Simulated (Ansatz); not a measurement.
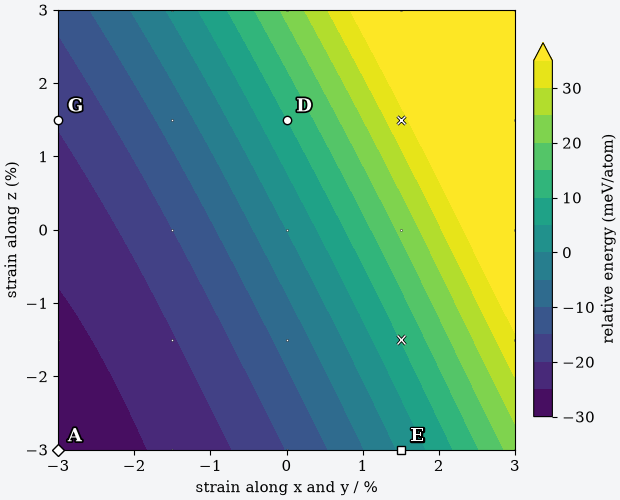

CaSe (F-43m, No. 216; 2 atoms in the cell). The cell is strained homogeneously, by one strain along x and y and another along z, with fractional coordinates fixed (x, y and z along the cube axes). The first coordinate is: strain along x and y; the second: strain along z. The grid has 5 × 5 points. At 2 points there is no value. All energies are given in meV/atom relative to the unstrained cell. The reference cell is the one listed in the database, not relaxed at this level. The calculation used DFT LDA, scalar-relativistic, plane waves, PAW (Ansatz 0.2.0). Settings: cutoff 420 eV, k-mesh 6×6×6, gaussian smearing 0.05 eV, no spin polarisation.

Drawn: filled contours, crosses at grid points without a value, dots at the grid points, one colour for all values above the top of the scale, lettered points. Between grid points the surface is interpolated.

**Rank the lettered points by energy, lowest first.**

A (−26 meV/atom), G (−20 meV/atom), E (0.7 meV/atom), D (10 meV/atom).
